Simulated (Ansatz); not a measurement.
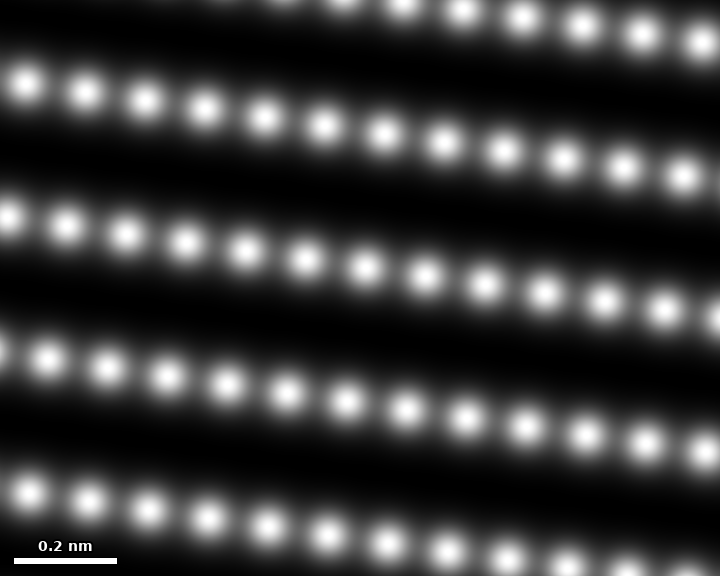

Integrated-DPC-like image of Pt (Pm-3m, No. 221). Simulated as the projected potential of neutral atoms (B = 0.8 Å²) blurred by a 0.50 Å probe, the thin-sample limit of integrated differential phase contrast. Atomic positions: the end point of a relaxation with Ansatz, DFT, PBE, plane waves (420 eV) with PAW, scalar-relativistic; the starting structure was generated, so it need not be a known form of this composition.

```cif
data_structure
_symmetry_space_group_name_H-M 'P 1'
_symmetry_Int_Tables_number 1
_cell_length_a 2.6255
_cell_length_b 2.6255
_cell_length_c 2.6255
_cell_angle_alpha 90.000
_cell_angle_beta 90.000
_cell_angle_gamma 90.000
_cell_volume 18.10
loop_
_atom_site_label
_atom_site_type_symbol
_atom_site_fract_x
_atom_site_fract_y
_atom_site_fract_z
_atom_site_occupancy
Pt1 Pt 0.00000 0.00000 0.00000 1
```

Which beam direction gives this image, [110], [001], [221] or [210]? (Directions equivalent by symmetry count as one.)

[210]. The projected cells are 1.86 × 2.63 Å, 90° for [110]; 2.63 × 2.63 Å, 90° for [001]; 1.24 × 1.96 Å, 108° for [221]; 1.17 × 2.63 Å, 90° for [210], and the image repeats as the [210] one does.
